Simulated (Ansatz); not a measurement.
## TaSi2: a changed input and its effect

System: TaSi2 (P6₄22, 9 atoms in the cell).
Method of run A: DFT PBEsol, scalar-relativistic, plane waves, PAW, no spin polarisation (Ansatz 0.2.0).

The structure derives from an entry of the Crystallography Open Database. Text and figures count atoms from 1; the logs count them from 0 in places.

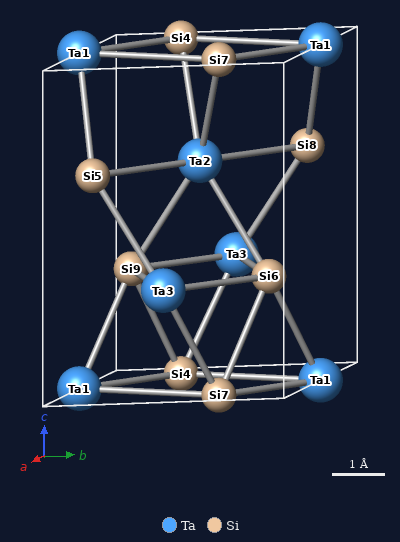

**Figure 1.** The structure (ball-and-stick view of the cell of the calculation, seen slightly off an axis; atoms are numbered from 1 in the order of the input). An atom can appear more than once, as a periodic image.

Input file, run A:
```yaml
crystal:
  lattice:
    - [4.7839004637, 0.0, 0.0]
    - [-2.3919502318, 4.1429793307, 0.0]
    - [0.0, 0.0, 6.57]
  atoms:
    - { symbol: Ta, position: [0.5, 0.0, 0.0] }
    - { symbol: Ta, position: [0.5, 0.5, 0.6666666667] }
    - { symbol: Ta, position: [0.0, 0.5, 0.3333333333] }
    - { symbol: Si, position: [0.15897, 0.31794, 0.0] }
    - { symbol: Si, position: [0.84103, 0.15897, 0.6666666667] }
    - { symbol: Si, position: [0.68206, 0.84103, 0.3333333333] }
    - { symbol: Si, position: [0.84103, 0.68206, 0.0] }
    - { symbol: Si, position: [0.15897, 0.84103, 0.6666666667] }
    - { symbol: Si, position: [0.31794, 0.15897, 0.3333333333] }
basis:
  ecutwfc: 420
kpoints:
  mp_grid: { grid: [6, 6, 4] }
hamiltonian:
  xc: pbesol
scf:
  occupations: { method: gaussian, width: 0.1 }
output:
  forces: true
  stress: true
  eigenvalues: true
```

Command:
```bash
ansatz run input.yaml --threads 2 --pin off --max-ram 5120MiB --backend cpu --events-out ev --progress --plain --runs-dir out
```

Hardware: 2 threads of AMD EPYC (Zen 3), 64 GiB of memory available, shared host.

Output, shortened to warnings, some set-up lines, iterations and results (run A):
```
Basis set: ecut = 420 eV, 2523 PW (Γ), exchange–correlation on 64×64×90 points (8 copies of the dense FFT grid, shifted against one another)
Symmetry: 12 space group operations
k-points: 21 of 144 (time reversal used)
Initial density: superposition of atomic densities (neutral atoms: chi_scale 0, normalization atom), corrected by the library's trained network
[...]
SCF iter   1: F=—  HF=-33153.702821 eV  |F-HF|=—  |Δ(HF+E_count)|=         —  Δρ=5.11e-3  dr2=4.52e-2  ethr=1.77e-3  ⟨swp⟩=7.0  Hψ=3997  notcnv=0
SCF iter   2: F=—  HF=-33153.696512 eV  |F-HF|=—  |Δ(HF+E_count)|=   6.31e-3  Δρ=2.59e-3  dr2=7.94e-3  ethr=7.17e-5  ⟨swp⟩=1.8  Hψ=1072  notcnv=0
SCF iter   3: F=—  HF=-33153.695633 eV  |F-HF|=—  |Δ(HF+E_count)|=   8.79e-4  Δρ=4.85e-4  dr2=2.18e-4  ethr=1.26e-5  ⟨swp⟩=2.0  Hψ=1049  notcnv=0
SCF iter   4: F=—  HF=-33153.695627 eV  |F-HF|=—  |Δ(HF+E_count)|=   5.50e-6  Δρ=5.83e-5  dr2=3.82e-6  ethr=3.46e-7  ⟨swp⟩=2.0  Hψ=1156  notcnv=0
SCF iter   5: F=—  HF=-33153.695707 eV  |F-HF|=—  |Δ(HF+E_count)|=   7.99e-5  Δρ=5.91e-6  dr2=3.74e-8  ethr=6.06e-9  ⟨swp⟩=2.0  Hψ=1209  notcnv=0
SCF iter   6: F=-33153.695707 eV  HF=-33153.695707 eV  |F-HF|=3.35e-10  |Δ(HF+E_count)|=   5.52e-9  Δρ=7.75e-7  dr2=8.20e-10  ethr=5.94e-11  ⟨swp⟩=8.6  Hψ=3667  notcnv=0
SCF 1 converged in 6 iterations: F = -33153.695707 eV  dr2 = 8.20e-10
SCF converged after 6 iterations
Free energy (F): -33153.695707 eV
Harris-Foulkes:  -33153.695707 eV  (|F-HF|=3.35e-10)
Internal energy: -33153.679050 eV  (E = F + TS)
E sigma→0 (E₀):  -33153.687379 eV
Entropy (-TS):   -0.016657 eV (-1.851 meV/atom)
Fermi energy:    15.074289 eV
--- Per-component energies (eV) ---
  E_band       = -261.456149
  E_kinetic    = 1362.194985
  E_local      = -2347.298068  (includes V_loc(G=0)·N_el)
  E_nonlocal   = 204.702861
  E_hartree    = 895.315281
  E_xc         = -991.539107
  E_vxc        = -908.828949  (∫ρ·V_xc dr)
  E_paw        = -27812.272102  (= ΣΔE_a)
  E_vpaw       = -362.857053  (= ΣTr[D̂ρ^β])
  E_aug_tail   = 0.000464  (compensation charges beyond the density's cutoff)
  E_ewald      = -4465.613668
  E_core_change = 0.830303  (= ΣΔE_core)
  E_smearing   = -0.016657  (= −TS)
  E_closure    = 0.000000  (closes the sum)
  Σ components = -33153.695707   (vs F -33153.695707, Δ=0.00e0)
--- Forces (eV/Å), atoms counted from 1 ---
  atom   1  Ta     0.00000000     0.00000000    -0.00000000
  atom   2  Ta     0.00000000     0.00000000     0.00000000
  atom   3  Ta     0.00000000     0.00000000    -0.00000000
  atom   4  Si     0.00000000     0.05631448    -0.00000000
  atom   5  Si    -0.04876977     0.02815724     0.00000000
  atom   6  Si    -0.04876977    -0.02815724    -0.00000000
  atom   7  Si    -0.00000000    -0.05631448    -0.00000000
  atom   8  Si     0.04876977    -0.02815724     0.00000000
  atom   9  Si     0.04876977     0.02815724    -0.00000000
  max |Σ_I F_I| component: 7.63e-17 eV/Å
--- Stress (GPa, compression-positive) ---
       -2.520773      -0.000000       0.000000
       -0.000000      -2.520773       0.000000
       -0.000000      -0.000000      -1.576954
  P = ⅓ Tr σ = -2.2062 GPa (-22.062 kbar)
```

The input of run B differs as follows (lines with − go, lines with + come):
```diff
-    - [4.7839004637, 0.0, 0.0]
-    - [-2.3919502318, 4.1429793307, 0.0]
-    - [0.0, 0.0, 6.57]
+    - [4.7609902416, 0.0, 0.0]
+    - [-2.3804951208, 4.1231384964, 0.0]
+    - [0.0, 0.0, 6.5561430355]
-    - { symbol: Si, position: [0.15897, 0.31794, 0.0] }
-    - { symbol: Si, position: [0.84103, 0.15897, 0.6666666667] }
-    - { symbol: Si, position: [0.68206, 0.84103, 0.3333333333] }
-    - { symbol: Si, position: [0.84103, 0.68206, 0.0] }
-    - { symbol: Si, position: [0.15897, 0.84103, 0.6666666667] }
-    - { symbol: Si, position: [0.31794, 0.15897, 0.3333333333] }
+    - { symbol: Si, position: [0.1592827538, 0.3185655076, 0.0] }
+    - { symbol: Si, position: [0.8407172462, 0.1592827538, 0.6666666667] }
+    - { symbol: Si, position: [0.6814344924, 0.8407172462, 0.3333333333] }
+    - { symbol: Si, position: [0.8407172462, 0.6814344924, 0.0] }
+    - { symbol: Si, position: [0.1592827538, 0.8407172462, 0.6666666667] }
+    - { symbol: Si, position: [0.3185655076, 0.1592827538, 0.3333333333] }
-  mp_grid: { grid: [6, 6, 4] }
+  mp_grid: { grid: [12, 12, 6] }
```

What does this change do to the results?

With the same functional and potentials, run B lies 0.9 meV per atom lower (other lines of the input change too). The pressure goes from −2.21 to −0.01 GPa. The largest force goes from 0.056 to 0.002 eV/Å. The volume per atom goes from 14.47 to 14.30 Å³. The number of SCF iterations is the same. The irreducible k-points go from 21 to 76. On the same kind of shared host run B took about 2.9 times as long.

Output, shortened to warnings, some set-up lines, iterations and results (run B):
```
Basis set: ecut = 420 eV, 2523 PW (Γ), exchange–correlation on 64×64×90 points (8 copies of the dense FFT grid, shifted against one another)
Symmetry: 12 space group operations
k-points: 76 of 864 (time reversal used)
Initial density: superposition of atomic densities (neutral atoms: chi_scale 0, normalization atom), corrected by the library's trained network
[...]
SCF iter   1: F=—  HF=-33153.711827 eV  |F-HF|=—  |Δ(HF+E_count)|=         —  Δρ=5.34e-3  dr2=4.65e-2  ethr=1.77e-3  ⟨swp⟩=7.0  Hψ=14608  notcnv=0
SCF iter   2: F=—  HF=-33153.704784 eV  |F-HF|=—  |Δ(HF+E_count)|=   7.04e-3  Δρ=2.66e-3  dr2=7.17e-3  ethr=7.39e-5  ⟨swp⟩=2.0  Hψ=4061  notcnv=0
SCF iter   3: F=—  HF=-33153.704040 eV  |F-HF|=—  |Δ(HF+E_count)|=   7.44e-4  Δρ=6.90e-4  dr2=4.36e-4  ethr=1.14e-5  ⟨swp⟩=2.0  Hψ=3672  notcnv=0
SCF iter   4: F=—  HF=-33153.704005 eV  |F-HF|=—  |Δ(HF+E_count)|=   3.50e-5  Δρ=8.82e-5  dr2=1.02e-5  ethr=6.93e-7  ⟨swp⟩=2.1  Hψ=4107  notcnv=0
SCF iter   5: F=—  HF=-33153.704085 eV  |F-HF|=—  |Δ(HF+E_count)|=   7.94e-5  Δρ=1.11e-5  dr2=2.02e-7  ethr=1.61e-8  ⟨swp⟩=2.0  Hψ=4382  notcnv=0
SCF iter   6: F=-33153.704085 eV  HF=-33153.704085 eV  |F-HF|=3.62e-9  |Δ(HF+E_count)|=   3.54e-8  Δρ=2.04e-6  dr2=6.45e-9  ethr=1.59e-10  ⟨swp⟩=9.7  Hψ=13334  notcnv=0
SCF 1 converged in 6 iterations: F = -33153.704085 eV  dr2 = 6.45e-9
SCF converged after 6 iterations
Free energy (F): -33153.704085 eV
Harris-Foulkes:  -33153.704085 eV  (|F-HF|=3.62e-9)
Internal energy: -33153.686418 eV  (E = F + TS)
E sigma→0 (E₀):  -33153.695251 eV
Entropy (-TS):   -0.017667 eV (-1.963 meV/atom)
Fermi energy:    15.289689 eV
--- Per-component energies (eV) ---
  E_band       = -249.088055
  E_kinetic    = 1365.273221
  E_local      = -2327.195228  (includes V_loc(G=0)·N_el)
  E_nonlocal   = 205.465921
  E_hartree    = 890.550580
  E_xc         = -992.764799
  E_vxc        = -910.409625  (∫ρ·V_xc dr)
  E_paw        = -27812.668280  (= ΣΔE_a)
  E_vpaw       = -363.320879  (= ΣTr[D̂ρ^β])
  E_aug_tail   = 0.000463  (compensation charges beyond the density's cutoff)
  E_ewald      = -4483.178599
  E_core_change = 0.830303  (= ΣΔE_core)
  E_smearing   = -0.017667  (= −TS)
  E_closure    = 0.000000  (closes the sum)
  Σ components = -33153.704085   (vs F -33153.704085, Δ=0.00e0)
--- Forces (eV/Å), atoms counted from 1 ---
  atom   1  Ta    -0.00000000     0.00000000    -0.00000000
  atom   2  Ta     0.00000000     0.00000000     0.00000000
  atom   3  Ta    -0.00000000    -0.00000000    -0.00000000
  atom   4  Si     0.00000000    -0.00203538    -0.00000000
  atom   5  Si     0.00176269    -0.00101769     0.00000000
  atom   6  Si     0.00176269     0.00101769    -0.00000000
  atom   7  Si    -0.00000000     0.00203538    -0.00000000
  atom   8  Si    -0.00176269     0.00101769     0.00000000
  atom   9  Si    -0.00176269    -0.00101769    -0.00000000
  max |Σ_I F_I| component: 3.43e-17 eV/Å
--- Stress (GPa, compression-positive) ---
       -0.010621       0.000000       0.000000
       -0.000000      -0.010621       0.000000
        0.000000       0.000000      -0.017634
  P = ⅓ Tr σ = -0.0130 GPa (-0.130 kbar)
```

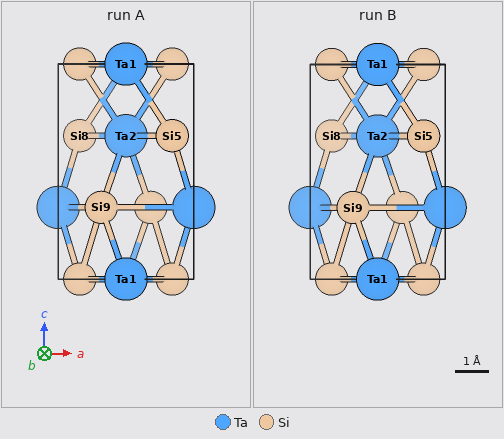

**Figure 2.** The two input geometries at one scale (ball-and-stick view of the cell of the calculation, along the b axis). No atom moves by more than 0.005 Å relative to the cell. Cell: a = b 4.784 → 4.761 Å (−0.5 %), c 6.570 → 6.556 Å (−0.2 %). Volume −1.2 %. Among the contacts that change: Si–Ta 2.826 → 2.810 Å, Si–Ta 2.731 → 2.719 Å, Si–Ta 2.607 → 2.599 Å, Si–Si 2.634 → 2.627 Å.

The two runs side by side:

```csv
quantity,run A,run B
outcome,converged,converged
free energy per atom (eV),−3683.7440,−3683.7449
"energy per atom, smearing taken to zero (eV)",−3683.7430,−3683.7439
gap on the mesh (eV),0.00,0.00
pressure (GPa),−2.21,−0.01
volume per atom (Å³),14.47,14.30
largest force (eV/Å),0.056,0.002
SCF iterations,6,6
irreducible k-points,21,76
plane waves at Γ,2523,2523
wall time (shared host),7.5 s,22 s
```

For both runs: Spin–orbit coupling is left out, which matters for Ta.
